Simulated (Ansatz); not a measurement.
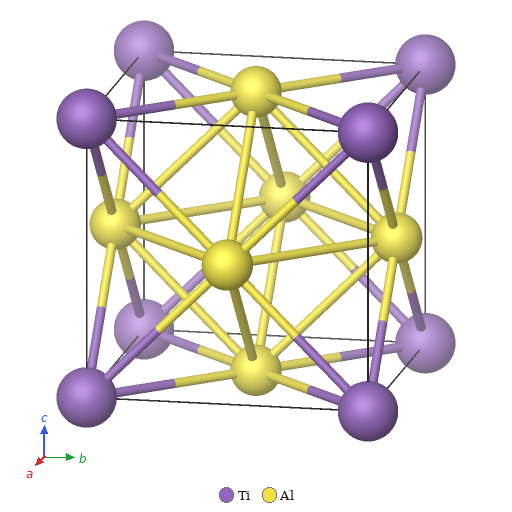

System: TiAl₃, space group Pm-3m (No. 221). The picture shows the cell.

Structure:
```yaml
crystal:
  lattice:
    - [3.95567, 0.00000, 0.00000]
    - [0.00000, 3.95567, 0.00000]
    - [0.00000, 0.00000, 3.95567]
  atoms:
    - { symbol: Ti, position: [0.00000, 0.00000, 0.00000] }
    - { symbol: Al, position: [0.50000, 0.50000, 0.00000] }
    - { symbol: Al, position: [0.50000, 0.00000, 0.50000] }
    - { symbol: Al, position: [0.00000, 0.50000, 0.50000] }
```

One of the inputs:
```
crystal:
  lattice:
    - [3.95567125, 0.0, 0.0]
    - [0.0, 3.95567125, 0.0]
    - [0.237340275, 0.0, 3.95567125]
  atoms:
    - { symbol: Ti, position: [0.0, 0.0, 0.0] }
    - { symbol: Al, position: [0.5, 0.5, 0.0] }
    - { symbol: Al, position: [0.5, 0.0, 0.5] }
    - { symbol: Al, position: [0.0, 0.5, 0.5] }
basis:
  ecutwfc: 500
kpoints:
  mp_grid: { grid: [14, 14, 14] }
hamiltonian:
  xc: r2scan
scf:
  occupations: { method: gaussian, width: 0.1 }
output:
  forces: true
  stress: true
  eigenvalues: true
```

Launched with:
```bash
ansatz run input.yaml --threads 1 --pin off --max-ram 2560MiB --backend cpu --events-out ev --progress --plain --runs-dir out
```

Computed with Ansatz 0.2.0: energy, stress and cell of a relaxed crystal along a series of strains, atoms and what the cell freedom names relaxed within the symmetry; stress is positive in compression; plane waves with PAW datasets, Γ-centred k mesh; energies extrapolated to zero smearing. Level: r2SCAN, no spin polarisation.

- wave cutoff: 500 eV
- k mesh: 14×14×14
- occupations: Gaussian
- smearing width: 0.1 eV
- strain kind: shear ca
- cell freedom: cell held, c moved along a by strain times its height

Describe the result: the energy change, stress xx and c/a against strain. The strain takes the values 0, 2, 4, 6, 8, 12 %.

The energy change rises from 0.00 meV/atom at strain 0 % to 60.31 meV/atom at 12 %. The stress xx rises from 0.03 GPa at strain 0 % to 2.39 GPa at 12 %. The c/a rises from 1.0000 at strain 0 % to 1.0072 at 12 %. The solid is metallic at every point.

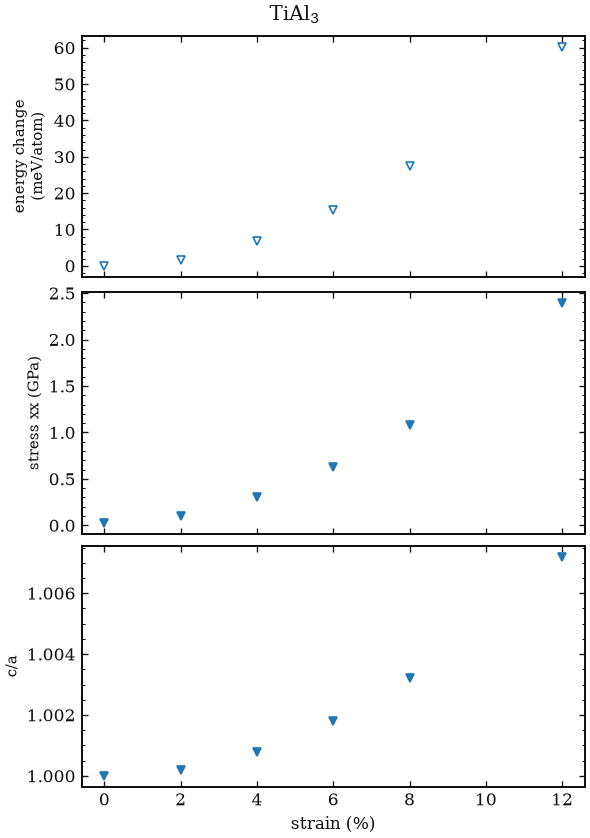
